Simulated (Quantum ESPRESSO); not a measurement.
## NaCl (Fm-3m): a worked LO-TO splitting

How high does the longitudinal optical mode of NaCl (Fm-3m) lie, given the transverse one, the Born charge and ε∞?

Main program and level: Quantum ESPRESSO 7.5; DFT LDA, scalar-relativistic, plane waves, PseudoDojo norm-conserving pseudopotentials.

The database entry behind the starting cell differs from later determinations by our own check (an axis about 0.4 % short against later determinations), so it need not match the best structure at ambient conditions.

### Step 1. The relaxed structure

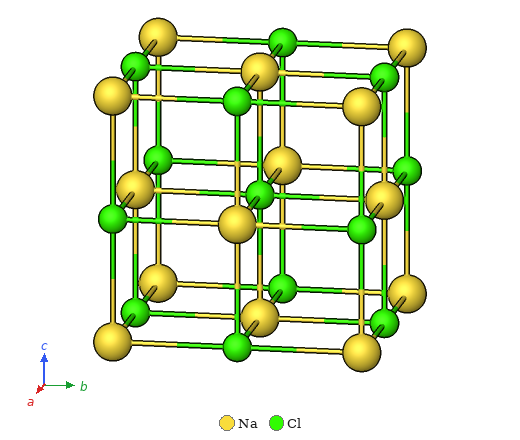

Start, viewed slightly off an axis; sodium yellow, chlorine green. This picture shows the conventional cell, with its axes. Some periodic images of atoms are drawn too.

As a file:

```cif
data_structure
_symmetry_space_group_name_H-M 'P 1'
_symmetry_Int_Tables_number 1
_cell_length_a 3.8651
_cell_length_b 3.8651
_cell_length_c 3.8651
_cell_angle_alpha 60.000
_cell_angle_beta 60.000
_cell_angle_gamma 60.000
_cell_volume 40.83
loop_
_atom_site_label
_atom_site_type_symbol
_atom_site_fract_x
_atom_site_fract_y
_atom_site_fract_z
_atom_site_occupancy
Na1 Na 0.00000 0.00000 0.00000 1
Cl2 Cl 0.50000 0.50000 0.50000 1
```

This is the cell after its relaxation at this level of theory, not the database cell from which that began.

### Step 2. What the response run gave

A linear-response run on the relaxed cell, with the response to an electric field; only its zone-centre results are used. Cutoff 88 Ry, k mesh 6×6×6.

What it wrote:

```text
[banners, grids, parts of the stress and lines that vanish by symmetry left out]
Program PHONON v.7.5
     Reading xml data from directory:

[...]
Exchange-correlation= PW
                           (   1   4   0   0   0   0   0)
[...]
kinetic-energy cut-off    =      88.0000  Ry
     charge density cut-off    =     352.0000  Ry
     convergence threshold     =      1.0E-18
[...]
Exchange-correlation= PW
                           (   1   4   0   0   0   0   0)
[...]
q = (   0.0000000   0.0000000   0.0000000 )
     49 Sym.Ops. (with q -> -q+G )
     G cutoff =  475.6762  (  30731 G-vectors)     FFT grid: ( 45, 45, 45)
     number of k points=    16
[...]
Mode symmetry, O_h (m-3m)  point group:
[...]
Dielectric constant
[...]
End of electric fields calculation
          Dielectric constant in cartesian axis
          (       2.681599767       0.000000000      -0.000000000 )
          (       0.000000000       2.681599767      -0.000000000 )
          (      -0.000000000       0.000000000       2.681599767 )
          Effective charges (d Force / dE) in cartesian axis without acoustic sum rule applied (asr)
           atom    1  Na    Mean Z*:        1.07349
      Ex  (        1.07349       -0.00000       -0.00000 )
      Ey  (       -0.00000        1.07349       -0.00000 )
      Ez  (       -0.00000       -0.00000        1.07349 )
           atom    2  Cl    Mean Z*:       -1.07569
      Ex  (       -1.07569        0.00000       -0.00000 )
      Ey  (        0.00000       -1.07569       -0.00000 )
      Ez  (       -0.00000       -0.00000       -1.07569 )
          Effective charges Sum: Mean:       -0.00220
[...]
Effective charges (d Force / dE) in cartesian axis with asr applied:
           atom    1  Na    Mean Z*:        1.07459
[...]
atom    2  Cl    Mean Z*:       -1.07459
[...]
Representation #   1 modes #   1   2   3
[...]
End of self-consistent calculation
     Convergence has been achieved
     Representation #   2 modes #   4   5   6
[...]
End of self-consistent calculation
     Convergence has been achieved
[...]
Dielectric constant in cartesian axis
          (       2.681599767       0.000000000      -0.000000000 )
          (       0.000000000       2.681599767      -0.000000000 )
          (      -0.000000000       0.000000000       2.681599767 )
          Effective charges (d Force / dE) in cartesian axis without acoustic sum rule applied (asr)
           atom    1  Na    Mean Z*:        1.07349
      Ex  (        1.07349       -0.00000       -0.00000 )
      Ey  (       -0.00000        1.07349       -0.00000 )
      Ez  (       -0.00000       -0.00000        1.07349 )
           atom    2  Cl    Mean Z*:       -1.07569
      Ex  (       -1.07569        0.00000       -0.00000 )
      Ey  (        0.00000       -1.07569       -0.00000 )
      Ez  (       -0.00000       -0.00000       -1.07569 )
          Effective charges Sum: Mean:       -0.00220
[...]
Effective charges (d Force / dE) in cartesian axis with asr applied:
           atom    1  Na    Mean Z*:        1.07459
[...]
atom    2  Cl    Mean Z*:       -1.07459
[...]
q = (    0.000000000   0.000000000   0.000000000 )
[...]
freq (    1) =       0.115871 [THz] =       3.865057 [cm-1]
     freq (    2) =       0.115871 [THz] =       3.865057 [cm-1]
     freq (    3) =       0.115871 [THz] =       3.865057 [cm-1]
     freq (    4) =       5.650554 [THz] =     188.482197 [cm-1]
     freq (    5) =       5.650554 [THz] =     188.482197 [cm-1]
     freq (    6) =       5.650554 [THz] =     188.482197 [cm-1]
[...]
Mode symmetry, O_h (m-3m)  point group:
     freq (   1-   3) =          3.9  [cm-1]   --> T_1u G_15  G_4- I
     freq (   4-   6) =        188.5  [cm-1]   --> T_1u G_15  G_4- I

   JOB DONE.
```

```csv
quantity,value
cell volume Ω (Å³),40.830
mass of Na (u),22.990
mass of Cl (u),35.450
"Born charge of Na, raw (e)",1.073
"Born charge of Cl, raw (e)",-1.076
ε∞,2.682
ω(TO) after the sum rule (cm⁻¹),188.4
```

### Step 3. The calculation

The charges must sum to zero over the cell; taking off their mean, -0.001 e, leaves Z* = 1.075 e on Na. In the polar mode Na moves against Cl, so the reduced mass is μ = 22.99 × 35.45 / 58.44 = 13.946 u.

A longitudinal wave builds up a field that adds to the restoring force: ω(LO)² = ω(TO)² + 4π Z*² / (μ Ω ε∞), in Hartree atomic units. With μ = 25422 electron masses and Ω = 275.54 bohr³ the second term is 7.7256e-07 Ha², or 37213 cm⁻² (1 Ha = 219474.6 cm⁻¹).

So ω(LO) = √(35502 + 37213) = 269.7 cm⁻¹, and by the Lyddane-Sachs-Teller relation ε₀ = ε∞ (ω(LO)/ω(TO))² = 5.49.

### Step 4. Check against the program

The analysis program adds the same non-analytic term to the full matrix, here for q along (1 0 0).

What it wrote:

```text
[banner, memory and clock lines left out]
Program DYNMAT v.7.5

     Reading Dynamical Matrix from file g.dyn
     ...Force constants read
     ...epsilon and Z* read

     Polarizability (A^3 units)
     multiply by 0.640807 for Clausius-Mossotti correction
         5.463788    0.000000   -0.000000
         0.000000    5.463788    0.000000
        -0.000000   -0.000000    5.463788

     IR activities are in (D/A)^2/amu units

# mode   [cm-1]    [THz]      IR
    1     -0.00   -0.0000    0.0000
    2     -0.00   -0.0000    0.0000
    3     -0.00   -0.0000    0.0000
    4    188.42    5.6487    1.9103
    5    188.42    5.6487    1.9103
    6    269.66    8.0841    1.9103
```

ε₀ comes from the program's run without a direction of q.

| quantity | by hand | program |
| --- | --- | --- |
| ω(LO) (cm⁻¹) | 269.7 | 269.7 |
| ε₀ | 5.49 | 5.49 |

### Step 5. Summary of results

* TO mode: 188.4 cm⁻¹
* LO mode: 269.7 cm⁻¹
* static dielectric constant: 5.492

**Reading.** The LO mode of NaCl (Fm-3m) lies at 270 cm⁻¹, 81 cm⁻¹ above the TO mode; the formula meets the program within 0.1 cm⁻¹, as it must for a cubic crystal with one polar mode. ω(LO)² − ω(TO)² goes with Z*²/ε∞: an error of 5 % in ε∞ would move the LO mode by 3.3 cm⁻¹, and semilocal functionals tend to overestimate ε∞. These are harmonic values at zero temperature, at the volume of this functional, for the structure held cubic; stability elsewhere in the zone is no part of this calculation.

[Host names and launcher messages were left out of these logs when they were recorded.]

[Logs are printed without paths, hosts, clocks, repeated set-up lines and the standing remarks that a program may print on its own settings, such as how far it seeks lower states.]

[Hosts, paths, dates, database ids (printed as entryN), source tags and the programs' standing remarks are cut or masked in the printed files.]
